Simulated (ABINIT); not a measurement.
## CeO$_{2}$: hubbard response calculation (part 4 of 4)

CeO$_{2}$ (Fm-3m, 3 atoms in the cell); Kohn-Sham DFT of a periodic cell, LDA, DFT+U, JTH PAW LDA v2.0, spin-polarised (ABINIT 10.8.3); cutoff 625.86 eV, 4×4×4 k-mesh, fermi-dirac of 0.05 eV, collinear spins. The structure derives from an entry of the Crystallography Open Database.

Geometry of the input (Å; fractional positions):
```
0.0000  2.6953  2.6953
2.6953  0.0000  2.6953
2.6953  2.6953  0.0000
Ce 0.0000  0.0000  0.0000
O  0.7500  0.7500  0.7500
O  0.2500  0.2500  0.2500
```

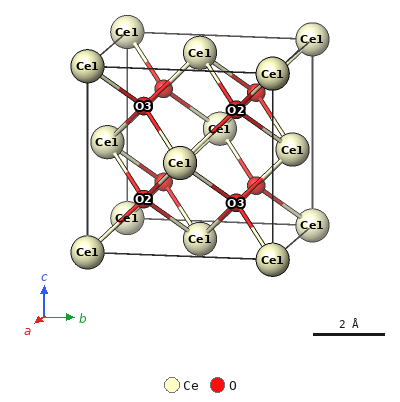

Figure 1. The structure as given in the input (ball-and-stick view of the cell 4 times as large as that of the calculation, set on its symmetry axes, seen slightly off an axis; atoms are numbered from 1 in the order of the input). An atom can appear more than once, as a periodic image.

## Log, continued
```
 cartesian forces (eV/Angstrom) at end:
    1      0.00000023708223     0.00000034757794     0.00000010761313
    2      0.00000002027648    -0.00000066497734     0.00000083620190
    3     -0.00000025735870     0.00000031739940    -0.00000094381503
 frms,max,avg= 5.1512688E-07 9.4381503E-07  -1.622E-07 -3.395E-08 -2.933E-08 e/A
 length scales=  7.203126244196  7.203126244196  7.203126244196 bohr
              =  3.811730253100  3.811730253100  3.811730253100 angstroms
 Fermi (or HOMO) energy (hartree) =   0.29011   Average Vxc (hartree)=  -0.43293
 Magnetization (Bohr magneton)=  7.10542736E-15
 Total spin up =  1.20000000E+01   Total spin down =  1.20000000E+01
 Eigenvalues (hartree) for nkpt=  36  k points, SPIN UP:
 kpt#   1, nband= 20, wtk=  0.01563, kpt=  0.0000  0.0000  0.0000 (reduced coord)
  -0.93607   -0.33770   -0.29850   -0.27825   -0.27825   -0.27825    0.10660    0.10660
   0.10660    0.23124    0.23124    0.23124    0.33794    0.33794    0.33794    0.34864
   0.36369    0.36369    0.36369    0.47445
      occupation numbers for kpt#   1
   1.00000    1.00000    1.00000    1.00000    1.00000    1.00000    1.00000    1.00000
   1.00000    1.00000    1.00000    1.00000    0.00000    0.00000    0.00000    0.00000
   0.00000    0.00000    0.00000    0.00000
 prteigrs : prtvol=0 or 1, do not print more k-points.

 Eigenvalues (hartree) for nkpt=  36  k points, SPIN DOWN:
 kpt#   1, nband= 20, wtk=  0.01563, kpt=  0.0000  0.0000  0.0000 (reduced coord)
  -0.93607   -0.33770   -0.29850   -0.27825   -0.27825   -0.27825    0.10660    0.10660
   0.10660    0.23124    0.23124    0.23124    0.33794    0.33794    0.33794    0.34864
   0.36369    0.36369    0.36369    0.47445
      occupation numbers for kpt#   1
   1.00000    1.00000    1.00000    1.00000    1.00000    1.00000    1.00000    1.00000
   1.00000    1.00000    1.00000    1.00000    0.00000    0.00000    0.00000    0.00000
   0.00000    0.00000    0.00000    0.00000
 prteigrs : prtvol=0 or 1, do not print more k-points.

--- !EnergyTerms
iteration_state     : {dtset: 3, }
comment             : Components of total free energy in Hartree
kinetic             :  2.52966232800110E+01
hartree             :  1.23649253719935E+01
xc                  : -1.21940258291290E+01
Ewald energy        : -6.37959805105038E+01
psp_core            :  3.30434262547488E+00
local_psp           : -4.72051772109652E+01
PAW spherical_terms :  1.02137114492217E+01
internal            : -7.20155808238970E+01
'-kT*entropy'       : -1.04591083080795E-10
total_energy        : -7.20155808240016E+01
total_energy_eV     : -1.95964378553057E+03
...

--- !EnergyTermsDC
iteration_state     : {dtset: 3, }
comment             : '"Double-counting" decomposition of free energy'
band_energy         : -2.58884779058951E+00
Ewald energy        : -6.37959805105038E+01
psp_core            :  3.30434262547488E+00
xc_dc               : -9.29319030298028E+00
PAW spherical_terms :  3.60880963632386E-01
internal            : -7.20127950149664E+01
'-kT*entropy'       : -1.04591083080795E-10
total_energy_dc     : -7.20127950150710E+01
total_energy_dc_eV  : -1.95956797980775E+03
...

--- !EnergyTermsWithPAWCore
iteration_state     : {dtset: 3, }
comment             : 'Components of total free energy, including PAW core contributions'
Total energy        : -9.00399062783386E+03
Total energy DC     : -9.00398784202493E+03
Total energy (eV)   : -2.45011066729180E+05
Total energy DC (eV): -2.45010990923457E+05
...

 Cartesian components of stress tensor (hartree/bohr^3)
  sigma(1 1)= -6.26425394E-08  sigma(3 2)=  7.54716703E-10
  sigma(2 2)= -6.26597734E-08  sigma(3 1)= -2.66996938E-10
  sigma(3 3)= -6.25860921E-08  sigma(2 1)=  3.21061672E-10

-Cartesian components of stress tensor (GPa)         [Pressure=  1.8426E-03 GPa]
- sigma(1 1)= -1.84300714E-03  sigma(3 2)=  2.22045320E-05
- sigma(2 2)= -1.84351418E-03  sigma(3 1)= -7.85532111E-06
- sigma(3 3)= -1.84134640E-03  sigma(2 1)=  9.44596050E-06

== END DATASET(S) ==============================================================
================================================================================

 -outvars: echo values of variables after computation  --------
            acell      7.2031262442E+00  7.2031262442E+00  7.2031262442E+00 Bohr
           etotal1    -7.2018415161E+01
           etotal2    -7.2014187290E+01
           etotal3    -7.2012795015E+01
            fcart1    -3.3419168624E-09  5.1586377183E-09  1.9987556653E-08
                      -8.4511021731E-09  1.3677200652E-08 -6.8568771222E-08
                       1.1793019035E-08 -1.8835838370E-08  4.8581214569E-08
            fcart2     5.4303981998E-10 -1.8512444578E-09  1.5828927092E-09
                       4.9159083701E-09  7.4007415970E-09 -5.2273098109E-10
                      -5.4589481901E-09 -5.5494971392E-09 -1.0601617281E-09
            fcart3     4.6105152594E-09  6.7593146975E-09  2.0927421741E-09
                       3.9431465954E-10 -1.2931750281E-08  1.6261537900E-08
                      -5.0048299190E-09  6.1724355834E-09 -1.8354280074E-08
            rprim      0.0000000000E+00  7.0710678120E-01  7.0710678120E-01
                       7.0710678120E-01  0.0000000000E+00  7.0710678120E-01
                       7.0710678120E-01  7.0710678120E-01  0.0000000000E+00
           strten1    -3.6614934563E-08 -3.6708592808E-08 -3.6829177250E-08
                       1.2374360740E-10  6.4850016731E-11 -1.7791075233E-09
           strten2    -3.7500035133E-08 -3.7432305998E-08 -3.7521580322E-08
                       2.3108820612E-11 -1.0162330459E-10  1.8310786444E-11
           strten3    -6.2642539378E-08 -6.2659773366E-08 -6.2586092087E-08
                       7.5471670309E-10 -2.6699693759E-10  3.2106167159E-10
           xangst      0.0000000000E+00  0.0000000000E+00  0.0000000000E+00
                       4.0429504651E+00  4.0429504651E+00  4.0429504651E+00
                       1.3476501550E+00  1.3476501550E+00  1.3476501550E+00
             xred      0.0000000000E+00  0.0000000000E+00  0.0000000000E+00
                       7.5000000000E-01  7.5000000000E-01  7.5000000000E-01
                       2.5000000000E-01  2.5000000000E-01  2.5000000000E-01
 Calculation completed.
```

## File lruj.log
```
.Version 10.8.3 of LRUJ
--------------------------------------------------------|---------------------------------------
 Linear:        -0.3627560    -0.0926819     8.0329179  |    0.0005883    0.0000081    0.0045694
 Quadratic:     -0.3619349    -0.0926706     8.0279801  |    0.0000001    0.0000006    0.0000693
*************************************************************************************************
*************************************************************************************************
```

## Summary

- outcome: converged
- space group (tolerance 0.01 Å): Fm-3m (225)
- electrons treated: 24
- free energy: −1959.6440 eV
- Fermi energy: 7.874 eV
- gap on the k-point mesh: 1.94 eV
- net moment of the cell: 0.00 μB
- pressure: 0.00 GPa
- largest force (length of the vector): under 0.001 eV/Å
- hardware: 1 thread of Intel Xeon @ 2.90GHz (Ice Lake), 128 GiB of memory available, shared host
- wall time: 10 min
- peak memory: 0.17 GiB

Points of doubt noted for this run: cell small for linear response; moments collapsed. DFT+U on an f shell has many self-consistent states, and spin–orbit coupling is left out here.
